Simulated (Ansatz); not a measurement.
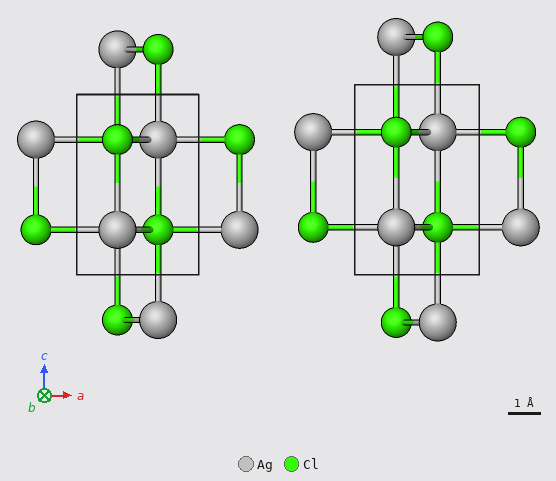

Two geometries of a crystal of AgCl (built on the h-MgO (five-fold) type), drawn at one scale. One is the start of a relaxation, the other its converged end. A ball-and-stick model of the cell of the calculation, seen along the b axis.

Method: DFT, PBEsol, plane waves, PAW (Ansatz). (plane-wave cutoff 420 eV; k-point mesh 6 × 6 × 4; occupations fermi dirac; smearing width 0.02 eV; no spin polarisation; cell and atoms relaxed; force threshold 0.005 eV/Å)

Question: Which one is relaxed?

Answer: The left one is the relaxed one. The energy falls by 23.6 meV per atom in 3 accepted moves (4 points after the start). All forces vanish by symmetry, so only the cell relaxes. Pressure: −2.99 GPa at the start and 0.02 GPa at the end. The SCF was repeated once at an unchanged geometry on a basis and grid sized afresh for the cell, which shifted the energy by 0.3 meV per atom at most. The atoms keep their places relative to the cell (all moves are under 0.005 Å). Cell: a = b 4.515 → 4.427 Å (−2.0 %), c 5.975 → 5.664 Å (−5.2 %). Volume −8.9 %. Some distances before and after: Ag–Cl 2.988 → 2.832 Å, Ag–Cl 2.607 → 2.556 Å. The space group stays P6_3/mmc (No. 194). The run took of the order of 18 core-seconds on a shared host.
